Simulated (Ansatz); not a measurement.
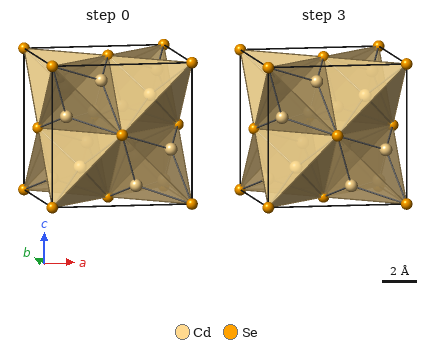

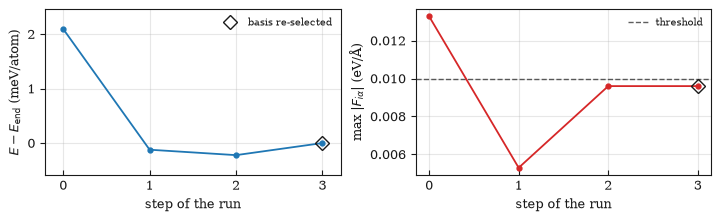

First and last geometry of a relaxation of a crystal of Cd5Se (a generated structure, set up in F-43m), with the history of the run. The picture is a polyhedral view of the conventional cell (4 times the calculation's cell), seen slightly off an axis. Lengths and directions refer to the drawn axes.

Level of theory: DFT PBE, scalar-relativistic, plane waves, PAW in Ansatz 0.2.0. Set-up: plane-wave cutoff 420 eV; k-point mesh 8 × 8 × 8; occupations gaussian; smearing width 0.1 eV; no spin polarisation; cell and atoms relaxed; force threshold 0.01 eV/Å; at most 80 steps.

Question: Did the run converge, and what did it change?

Answer: It converged. Over 2 accepted moves (3 points after the start) the energy falls by 2.1 meV per atom. Largest force component: 0.013 eV/Å at the start, 0.0096 eV/Å at the end. The pressure goes from −0.96 to 0.03 GPa. At 1 point the geometry stayed and the basis and grid were re-selected for the new cell (energy shift of 0.2 meV per atom at most each time). No atom moves by more than 0.005 Å relative to the cell. Cell: a = b = c 8.416 → 8.338 Å (−0.9 %). Volume −2.8 %. Some distances before and after: Cd–Se 3.644 → 3.610 Å, Cd–Se 3.489 → 3.457 Å. The space group stays F-43m (No. 216).
